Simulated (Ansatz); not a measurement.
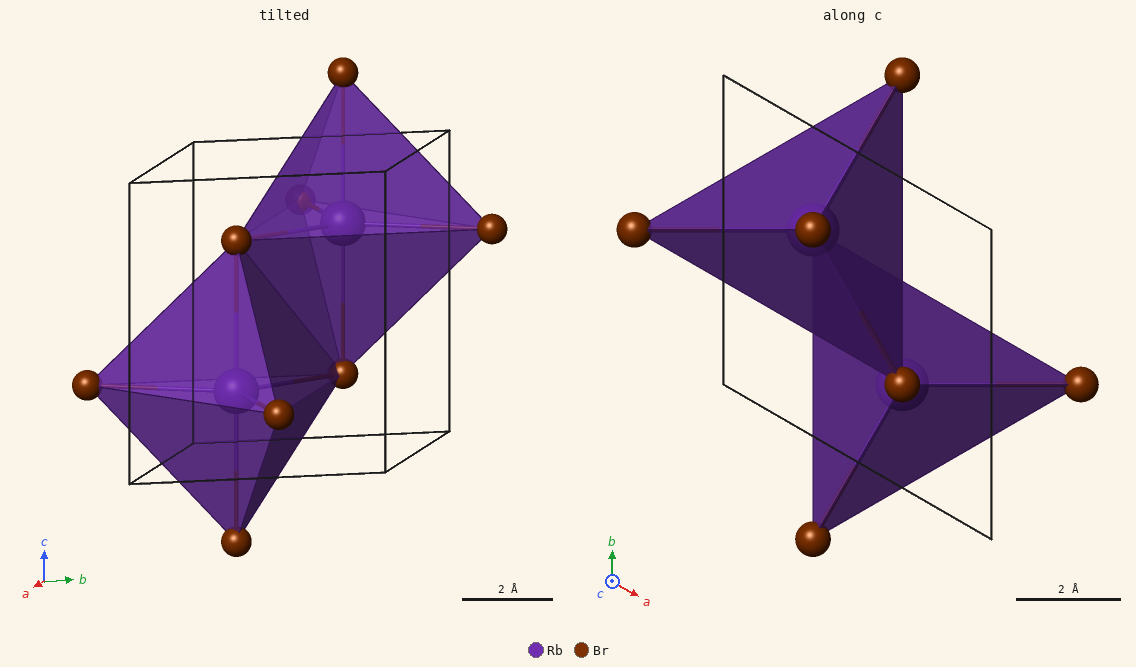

The crystal in a polyhedral representation, seen slightly off an axis and along the c axis. The conventional unit cell is drawn as a box. Some atoms of the next cells are drawn as well.

RbBr, space group P6_3/mmc (No. 194), a = 5.978 Å, b = 5.978 Å, c = 6.850 Å, α = 90.00°, β = 90.00°, γ = 120.00°. Starting structure: a structure type filled with these elements by a generator (whether the compound takes this form wasn't checked). The cell was then strained or its atoms displaced on purpose. It was run through Ansatz as a DFT input.

This one geometry was computed with Ansatz (DFT, plane waves, PAW) at three levels of theory: HSE06, PBE and r2SCAN. It was relaxed with r2SCAN and then strained.

**How does the band gap change with the level of theory?**

PBE: a gap of 4.02 eV, direct; r2SCAN: a gap of 4.61 eV, direct; HSE06: a gap of 5.12 eV, direct.

**Collect the results in a table.**

| level | cutoff (eV) | k-mesh of the run's cell | gap (eV) | pressure (GPa) |
| --- | --- | --- | --- | --- |
| HSE06 | 420 | 6×6×4 | 5.12 | -0.1 |
| PBE | 420 | 6×6×4 | 4.02 | 0.1 |
| r2SCAN | 500 | 6×6×4 | 4.61 | -0.2 |

Gaps are taken on the k-mesh or band path of each run.
